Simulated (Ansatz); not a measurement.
# Geometry relaxation, with input and output: Ge$_{5}$H$_{2}$ (part 2 of 2)

The same run, continued: Ge$_{5}$H$_{2}$ (slab, 7 atoms in the cell); DFT PBE+D3(BJ), scalar-relativistic, plane waves, PAW, no spin polarisation (Ansatz 0.2.0); cutoff 420 eV, 7×7×1 k-mesh, Gaussian smearing of 0.1 eV. The structure derives from an entry of the Crystallography Open Database. The input holds or restrains some coordinates. Forces given for the steps count only the free coordinates.

Geometry of the input (Å; fractional positions):
```
4.0301  0.0000  0.0000
0.0000  4.0301  0.0000
0.0000  0.0000  23.6117
H  0.5000  0.8201  0.3600
H  0.5000  0.1799  0.3600
Ge 0.5000  0.5000  0.3986
Ge 0.0000  0.5000  0.4590
Ge 0.0000  0.0000  0.5193
Ge 0.5000  0.0000  0.5797
Ge 0.5000  0.5000  0.6400
```

```
WARN: The output density's exchange-correlation potential varies sharply where the density is thin. Do not read a vacuum level from v_tot or v_xc, or from such a field of the output density. On a cell that repeats whose density bears no net charge and no dipole along the vacuum's axis use v_es (v_loc + v_h of the components); under efield.dipole_correction with no amplitude use v_es + v_field, which holds any external_charges[].barrier, or the levels of the report's work_function block, which leave it out; under a non-zero efield.amplitude the vacuum is tilted and has no level; on a cell that repeats and bears such a dipole with no correction it is tilted too, and efield.dipole_correction with no amplitude gives each side of its ramp a level where efield: is served; in a cell that repeats whose density bears a net charge (total_charge, or a fill off its count) it is curved and has none; of a slab under crystal.periodic whose density bears no net charge use v_es, which has a level on each side, short of where the two are joined; of another it falls or rises all the way out and has none; of a slab beside external_charges read slab_vacuum_level instead, which it has where they leave it neutral. The grid or the basis barely resolves most such structure, and the values can differ between equally converged runs; as a rule a tighter scf.convergence.dr2_threshold does not remove it. Where the density itself ripples (under the LDA too) a higher basis.ecutwfc lessens it. The files hold the spikes' plane waves up to the density's cutoff. Files: v_tot_of_output_density and the like, and their columns of v_z.tsv (output.write_potential); v_xc_of_output_density and the like, and their columns of v_comp_z.tsv (output.write_potential_components). Measured: with its Gaussian average of σ = 0.25 Å subtracted twice, the exchange-correlation potential is over 0.1 eV at 40 of the grid points where the equally averaged density (valence and model cores) is under 1e-3 e/Å³, and 0.324 eV at the most among them, at an averaged density of 8.1e-4 e/Å³. The input density's (outcome.potential() and, of a run that writes arrays, v_tot and v_xc) is over 0.1 eV, so measured, at 42 points of its own thin density, 0.324 eV at the most. See output.write_potential in the manual, Limitations
SCF converged after 6 iterations
Free energy (F): -21505.655720 eV
Harris-Foulkes:  -21505.655720 eV  (|F-HF|=5.49e-8)
Internal energy: -21505.639395 eV  (E = F + TS)
E sigma→0 (E₀):  -21505.647558 eV
Entropy (-TS):   -0.016326 eV (-2.332 meV/atom)
Fermi energy:    -0.958546 eV
Dipole field:    D = -0.021925 V/Å  (p = -0.046466 e·Å, saw-weighted, corrected)
Work function:   Φ+ = 5.1334 eV   Φ− = 4.6157 eV
Levels:          The Fermi level and band energies are counted from a zero that moves with the ramp; work functions are not
--- Per-component energies (eV) ---
  E_band       = -1374.856686
  E_kinetic    = 578.972146
  E_local      = -66381.147923  (includes V_loc(G=0)·N_el)
  E_nonlocal   = 2091.771425
  E_hartree    = 32117.677782
  E_xc         = -392.704528
  E_vxc        = -341.753699  (∫ρ·V_xc dr)
  E_paw        = -10096.359078  (= ΣΔE_a)
  E_vpaw       = -1558.674171  (= ΣTr[D̂ρ^β])
  E_aug_tail   = -0.000727  (compensation charges beyond the density's cutoff)
  E_efield     = 0.000509  (sawtooth field / dipole correction)
  E_vefield    = 0.592942  (∫n·V_field dr)
  E_ewald      = 20577.315844
  E_disp       = -1.164845  (pairwise vdW)
  E_smearing   = -0.016326  (= −TS)
  E_closure    = -0.000000  (closes the sum)
  Σ components = -21505.655720   (vs F -21505.655720, Δ=0.00e0)
--- Forces (eV/Å), atoms counted from 1 ---
  atom   1  H      0.00000000    -0.45131724     0.13400645
  atom   2  H      0.00000000     0.45131724     0.13400645
  atom   3  Ge     0.00000000     0.00000000    -0.13038610
  atom   4  Ge     0.00000000     0.00000000    -0.13207880
  atom   5  Ge     0.00000000     0.00000000    -0.00216092
  atom   6  Ge     0.00000000     0.00000000    -0.00992740
  atom   7  Ge     0.00000000     0.00000000     0.00654689
  max |Σ_I F_I| component: 6.58e-6 eV/Å
--- Band table (eV; the first three rows and the last of 16) ---
  k-point 0: bands = ["-25.2533", "-25.1877", "-25.1862", "-25.1813", "-25.1517", "-25.1436", "-25.0724", "-25.0560", "-25.0465", "-25.0445", "-25.0071", "-24.9926", "-24.9881", "-24.9753", "-24.9382", "-24.9367", "-24.9140", "-24.8983", "-24.8740", "-24.8558", "-24.7550", "-24.7403", "-24.7164", "-24.7086", "-24.6792", "-12.5073", "-11.2870", "-9.5218", "-7.2009", "-4.3621", "-3.2829", "-2.8142", "-2.2655", "-1.4995", "-1.3834", "-0.9213", "0.6595", "0.8638", "1.1000", "1.3111", "1.7190", "2.8140", "3.2941", "3.2984"]
  k-point 1: bands = ["-25.2561", "-25.1884", "-25.1872", "-25.1707", "-25.1624", "-25.1296", "-25.0748", "-25.0567", "-25.0498", "-25.0476", "-25.0072", "-24.9932", "-24.9908", "-24.9721", "-24.9422", "-24.9313", "-24.9096", "-24.8986", "-24.8733", "-24.8553", "-24.7546", "-24.7395", "-24.7175", "-24.7168", "-24.6756", "-12.3567", "-11.1693", "-9.3583", "-7.3367", "-4.9304", "-3.6110", "-3.2095", "-2.6917", "-2.0115", "-1.4575", "-0.8472", "0.8793", "1.1297", "1.3707", "2.0316", "2.5126", "2.9785", "3.4428", "3.8250"]
  k-point 2: bands = ["-25.2545", "-25.1987", "-25.1898", "-25.1715", "-25.1479", "-25.1112", "-25.0813", "-25.0588", "-25.0581", "-25.0478", "-25.0071", "-24.9977", "-24.9946", "-24.9626", "-24.9443", "-24.9280", "-24.9038", "-24.8993", "-24.8715", "-24.8543", "-24.7567", "-24.7378", "-24.7250", "-24.7178", "-24.6757", "-11.9273", "-10.8948", "-8.9211", "-7.7480", "-6.1371", "-4.8462", "-3.8719", "-2.3537", "-2.1243", "-1.4066", "-1.3374", "0.8811", "1.1290", "1.4973", "2.4187", "3.1913", "3.8437", "3.9515", "4.4662"]
  k-point 15: bands = ["-25.2484", "-25.2257", "-25.1836", "-25.1676", "-25.1269", "-25.0935", "-25.0794", "-25.0686", "-25.0533", "-25.0488", "-25.0209", "-25.0047", "-24.9965", "-24.9488", "-24.9353", "-24.9052", "-24.9044", "-24.9034", "-24.8828", "-24.8649", "-24.7633", "-24.7449", "-24.7226", "-24.7144", "-24.6717", "-9.9479", "-9.4875", "-8.9561", "-8.4559", "-7.8009", "-6.4367", "-3.9114", "-3.9087", "-3.3464", "-3.2357", "-1.5647", "-1.0827", "1.3275", "1.7638", "2.1477", "2.4739", "3.7734", "4.3668", "5.0470"]
--- Relaxed structure (4 steps of the walk, 4 accepted, 0 SCFs on fresh bases) ---
  F+E_penalty+E_count = -21505.65572044 eV   max|allowed force component| = 9.927e-3 eV/Å
  atoms:
    - { symbol: H, position: [0.5, 0.8201104081, 0.3599912753] }
    - { symbol: H, position: [0.5, 0.1798895919, 0.3599912753] }
    - { symbol: Ge, position: [0.5, 0.5, 0.3986285883] }
    - { symbol: Ge, position: [0.0, 0.5, 0.4589736224] }
    - { symbol: Ge, position: [0.0, 0.0, 0.5200316009942316] }
    - { symbol: Ge, position: [0.5, 0.0, 0.580287806244116] }
    - { symbol: Ge, position: [0.5, 0.5, 0.6437504849077347] }
```

## Trajectory as extended XYZ (Å, eV, eV/Å), 4 frames, from step=1 to step=4
```
7
Lattice="4.0301 0.0000 0.0000 0.0000 4.0301 0.0000 0.0000 0.0000 23.6117" Properties=species:S:1:pos:R:3:forces:R:3 step=1 energy=-21505.64757
H     2.0150    3.3051    8.5000    0.0000  -0.4766   0.1466
H     2.0150    0.7250    8.5000    0.0000   0.4766   0.1466
Ge    2.0150    2.0150    9.4123    0.0000   0.0000  -0.1670
Ge    0.0000    2.0150   10.8371    0.0000   0.0000  -0.1217
Ge    0.0000    0.0000   12.2620    0.0000   0.0000  -0.0753
Ge    2.0150    0.0000   13.6868    0.0000   0.0000  -0.1868
Ge    2.0150    2.0150   15.1117    0.0000   0.0000   0.2575
7
Lattice="4.0301 0.0000 0.0000 0.0000 4.0301 0.0000 0.0000 0.0000 23.6117" Properties=species:S:1:pos:R:3:forces:R:3 step=2 energy=-21505.65435
H     2.0150    3.3051    8.5000    0.0000  -0.4662   0.1406
H     2.0150    0.7250    8.5000    0.0000   0.4662   0.1406
Ge    2.0150    2.0150    9.4123    0.0000   0.0000  -0.1573
Ge    0.0000    2.0150   10.8371    0.0000   0.0000  -0.1685
Ge    0.0000    0.0000   12.2599    0.0000   0.0000   0.0938
Ge    2.0150    0.0000   13.6966    0.0000   0.0000  -0.0945
Ge    2.0150    2.0150   15.1680    0.0000   0.0000   0.0450
7
Lattice="4.0301 0.0000 0.0000 0.0000 4.0301 0.0000 0.0000 0.0000 23.6117" Properties=species:S:1:pos:R:3:forces:R:3 step=3 energy=-21505.65541
H     2.0150    3.3051    8.5000    0.0000  -0.4586   0.1372
H     2.0150    0.7250    8.5000    0.0000   0.4586   0.1372
Ge    2.0150    2.0150    9.4123    0.0000   0.0000  -0.1438
Ge    0.0000    2.0150   10.8371    0.0000   0.0000  -0.1568
Ge    0.0000    0.0000   12.2685    0.0000   0.0000   0.0390
Ge    2.0150    0.0000   13.6959    0.0000   0.0000  -0.0338
Ge    2.0150    2.0150   15.1818    0.0000   0.0000   0.0209
7
Lattice="4.0301 0.0000 0.0000 0.0000 4.0301 0.0000 0.0000 0.0000 23.6117" Properties=species:S:1:pos:R:3:forces:R:3 step=4 energy=-21505.65572
H     2.0150    3.3051    8.5000    0.0000  -0.4513   0.1340
H     2.0150    0.7250    8.5000    0.0000   0.4513   0.1340
Ge    2.0150    2.0150    9.4123    0.0000   0.0000  -0.1304
Ge    0.0000    2.0150   10.8371    0.0000   0.0000  -0.1321
Ge    0.0000    0.0000   12.2788    0.0000   0.0000  -0.0022
Ge    2.0150    0.0000   13.7016    0.0000   0.0000  -0.0099
Ge    2.0150    2.0150   15.2000    0.0000   0.0000   0.0065
```

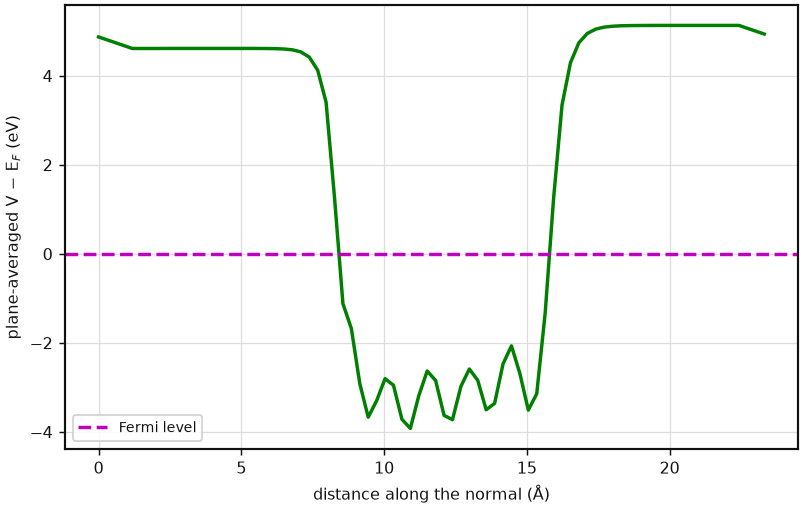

Figure 1. Plane average of the electrostatic potential energy of an electron across the cell, from the Fermi level. The vacuum level lies 5.13 eV above the Fermi level on the upper side and 4.62 eV on the lower.

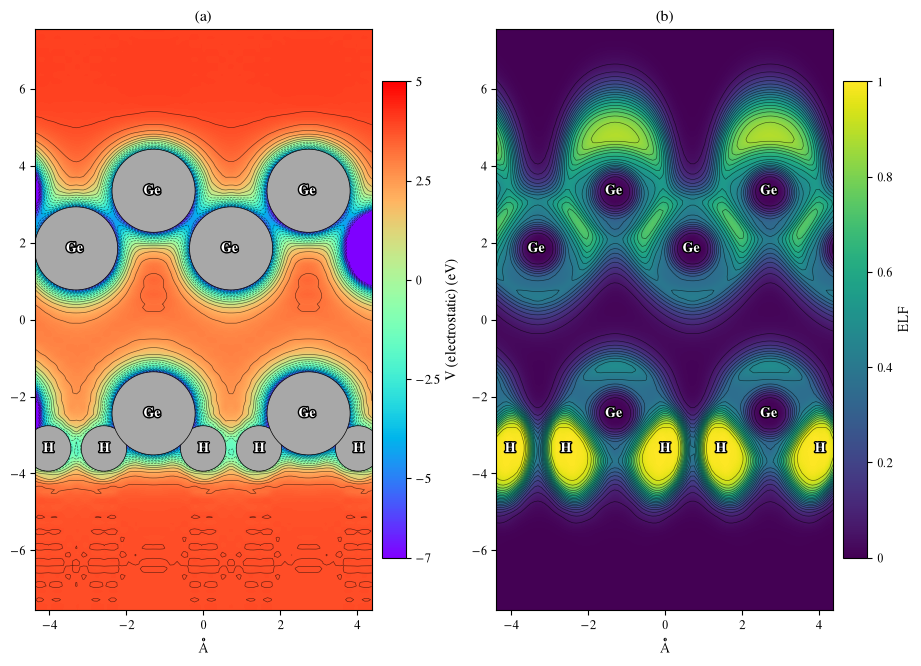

Figure 2. (a) electrostatic potential energy of an electron; (b) electron localisation function on the (100) plane of the calculation cell, a cut from vacuum to vacuum. Grey discs, where drawn, cover atomic cores. Ge–H (1.58 Å): the ELF climbs to about 1 towards the hydrogen, as it does in any bond to H. The fields are those of the smooth PAW valence density.

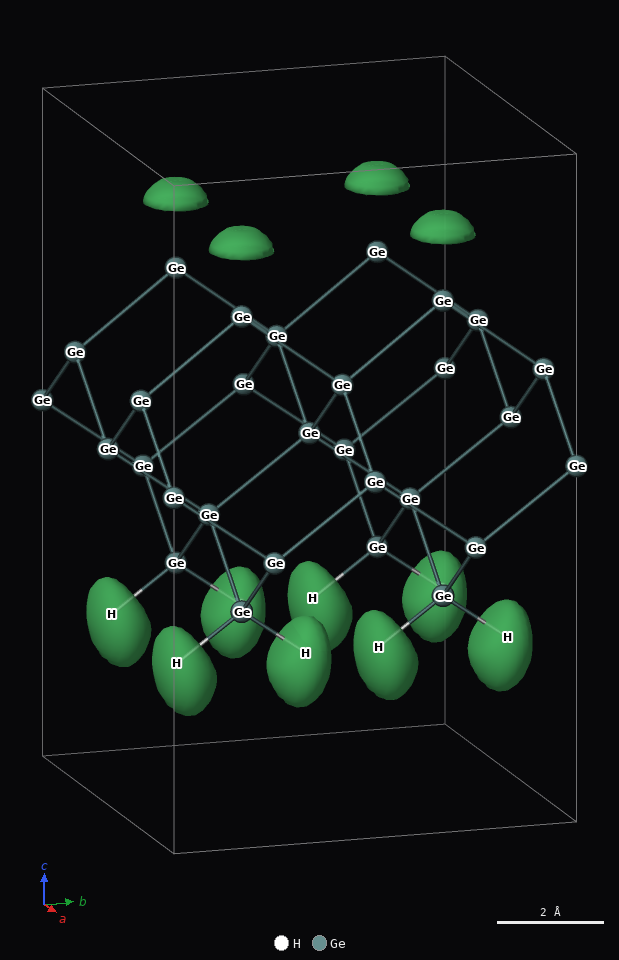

Figure 3. Isosurface of the electron localisation function at 0.85 (green), seen slightly off an axis. Only the valence region is drawn (cores and ρ < 0.01 e/Å³ removed). Sticks mark near contacts. Values along the shortest contacts: Ge–H (1.58 Å): the ELF climbs to about 1 towards the hydrogen.

## Key numbers

- outcome: converged under the restraints of the input
- electrons treated: 72
- free energy: −21505.6557 eV
- work function, top face: 5.13 eV
- work function, bottom face: 4.62 eV
- Fermi energy: −0.959 eV
- gap on the k-point mesh: none (metallic)
- final volume: 383.49 Å³
- work function (upper face): 5.13 eV
- largest force (length of the vector) at the end, held atoms and coordinates included: 0.471 eV/Å
- wall time: 3.1 min
- peak memory: 0.6 GiB

## Notes

The program warns: the exchange-correlation potential is rough where the density is thin.
